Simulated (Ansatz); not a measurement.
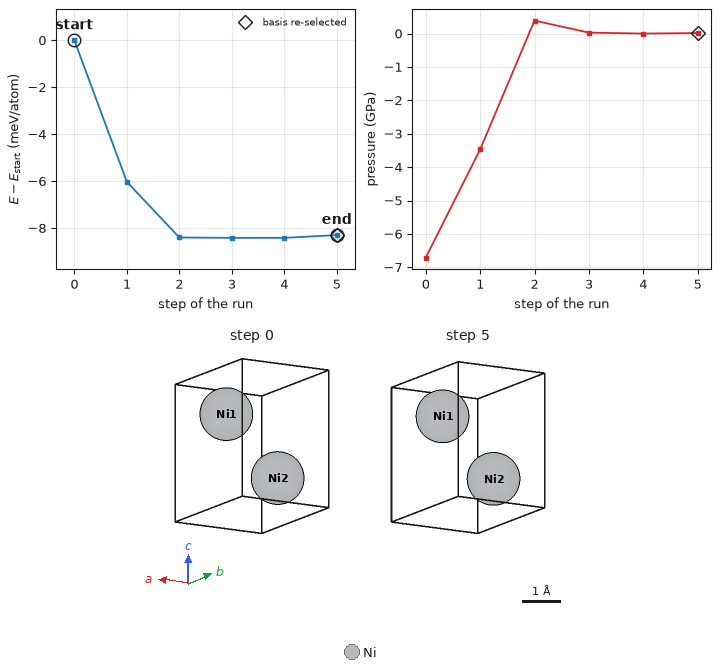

First and last geometry of a relaxation of solid Ni (set up in P6_3/mmc), with the history of the run. Style: spheres-only. Shown: the cell of the calculation, from a free direction.

The run lets cell and atoms move.

These are results of Kohn-Sham DFT of a periodic cell, PBEsol with D4, Ansatz PAW (Ansatz 0.2.0), not measurements.

Input file:
```yaml
crystal:
  lattice:
    - [2.4480228978, 0.0, 0.0]
    - [-1.2240114489, 2.1200500186, 0.0]
    - [0.0, 0.0, 4.07280757]
  atoms:
    - { symbol: Ni, position: [0.6666666667, 0.3333333333, 0.75], spin: 1.0 }
    - { symbol: Ni, position: [0.3333333333, 0.6666666667, 0.25], spin: 1.0 }
hamiltonian:
  xc: pbesol
  pseudopotentials: { kind: paw }
  dispersion: d4
magnetization:
  spin_polarized: true
kpoints:
  mp_grid: { grid: [12, 12, 7] }
scf:
  occupations: { method: fermi_dirac, width: 0.05 }
output:
  forces: true
  stress: true
  eigenvalues: true
relax:
  f_tol: 0.01
  max_steps: 40
  cell: { stress_tol: 0.05 }
```

Command:
```bash
ansatz run input.yaml --threads 2 --pin off --max-ram 5632MiB --backend cpu --events-out ev --progress --plain --runs-dir out
```

Question: Read the history and describe the run.

Answer: It converged. The atoms keep their places relative to the cell (all moves are under 0.005 Å). The drawn cell changes as follows: a = b 2.448 → 2.436 Å (−0.5 %), c 4.073 → 3.989 Å (−2.1 %); the volume changes by −3.0 %. Among the contacts that change: Ni1–Ni2 2.479 → 2.440 Å, Ni1–Ni1 2.448 → 2.436 Å. The space group stays P6_3/mmc (No. 194). After 4 accepted moves (5 points after the start) the energy has fallen by 8.3 meV per atom. All forces vanish by symmetry, so only the cell relaxes. Pressure: −6.71 GPa at the start and 0.01 GPa at the end. The SCF was repeated once at an unchanged geometry on a basis and grid sized afresh for the cell, which shifted the energy by 0.1 meV per atom at most. Cost: 16 s on 2 threads of Intel(R) Xeon(R) Platinum 8259CL CPU @ 2.50GHz (Skylake/Cascade Lake), with other jobs on the host, peak memory 0.41 GiB.

Limits of the set-up: only the magnetic order of this start and cell was tried (total moment 1.3 μB per cell).
